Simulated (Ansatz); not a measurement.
**Ge: density, localisation and related maps**

Input

```
crystal:
  lattice:
    - [-3.4696630977, 3.4696630977, -3.4696630977]
    - [-3.4696630977, -3.4696630977, 3.4696630977]
    - [0.0, 6.9393261954, 6.9393261954]
  atoms:
    - { symbol: Ge, position: [0.25, 0.4541614909, 0.25] }
    - { symbol: Ge, position: [0.75, 0.9541614909, 0.75] }
    - { symbol: Ge, position: [0.8979192546, 0.3979192546, 0.3979192546] }
    - { symbol: Ge, position: [0.3979192546, 0.8979192546, 0.8979192546] }
    - { symbol: Ge, position: [0.2041614909, 0.5, 0.0] }
    - { symbol: Ge, position: [0.7041614909, 0.0, 0.5] }
    - { symbol: Ge, position: [0.6479192546, 0.6479192546, 0.3520807454] }
    - { symbol: Ge, position: [0.1479192546, 0.1479192546, 0.8520807454] }
    - { symbol: Ge, position: [0.25, 0.0458385091, 0.25] }
    - { symbol: Ge, position: [0.75, 0.5458385091, 0.75] }
    - { symbol: Ge, position: [0.6020807454, 0.1020807454, 0.1020807454] }
    - { symbol: Ge, position: [0.1020807454, 0.6020807454, 0.6020807454] }
    - { symbol: Ge, position: [0.7958385091, 0.5, 0.0] }
    - { symbol: Ge, position: [0.2958385091, 0.0, 0.5] }
    - { symbol: Ge, position: [0.8520807454, 0.8520807454, 0.1479192546] }
    - { symbol: Ge, position: [0.3520807454, 0.3520807454, 0.6479192546] }
basis:
  ecutwfc: 420
kpoints:
  mp_grid: { grid: [7, 7, 4] }
hamiltonian:
  xc: pbesol
scf:
  occupations: { method: gaussian, width: 0.15 }
output:
  forces: true
  stress: true
  eigenvalues: true
  write_density: true
  write_potential: true
  elf: true
  volumetric_format: npy
```

Launched as:

```sh
ansatz run input.yaml --threads 2 --pin off --max-ram 5120MiB --backend cpu --events-out ev --progress --plain --runs-dir out
```

Space group Ia-3; a structure from a database of computed crystals, not necessarily the ambient phase.

Computed with Ansatz 0.2.0, DFT PBEsol, scalar-relativistic, plane waves, PAW.

In a PAW calculation such maps are meaningful between the atoms, not at the nuclei.

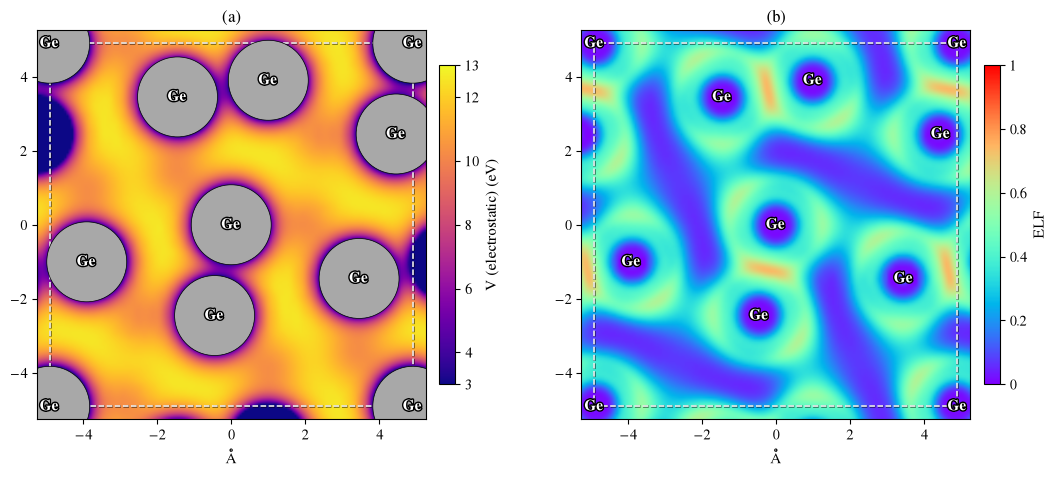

Figure 1. (a) electrostatic potential (local pseudopotential plus Hartree) felt by an electron; (b) ELF on the (110) plane of the calculation cell. Grey discs cover the atomic cores in the potential map.

Interpret the plot.

Atoms in the plane: Ge. Ge–Ge (2.49 Å): the ELF peaks at about 0.75 between the atoms. Outside the cores the potential energy rises away from the atoms and is highest about 2.0 Å from the nearest atoms; its zero is arbitrary.

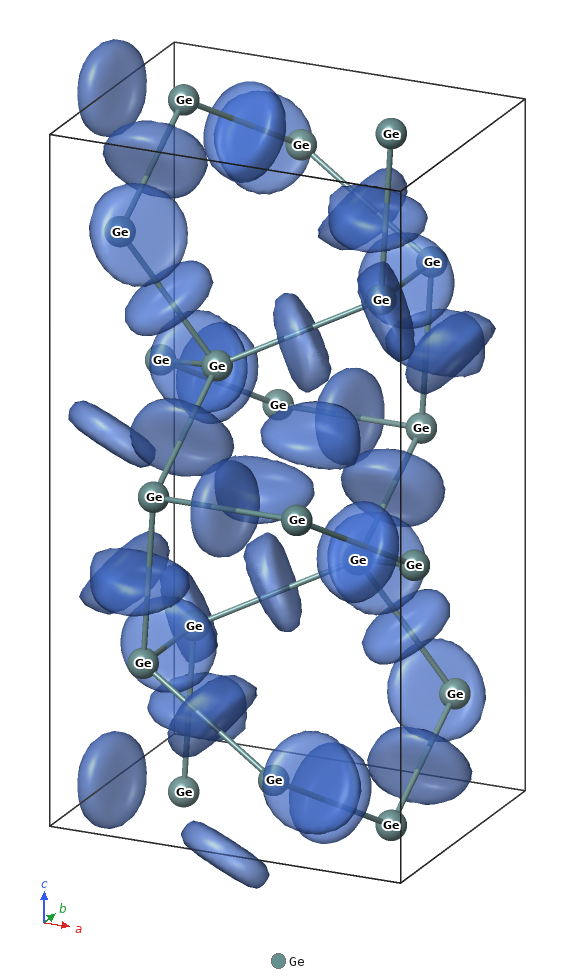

Figure 2. Isosurface of the ELF at 0.6 (blue), seen slightly off an axis. Core shells and regions of very low density are left out. Sticks mark near contacts.

Where are the electrons localised?

The surface consists of 32 regions between bonded Ge–Ge atoms, counted in one cell of 16 atoms. Any copies at cell faces, edges or corners count once.


Ge–Ge (2.45 Å): the ELF peaks at about 0.75 between the atoms.

Metal or insulator at this level of theory?

It is gapless in this calculation (a metal or semimetal).
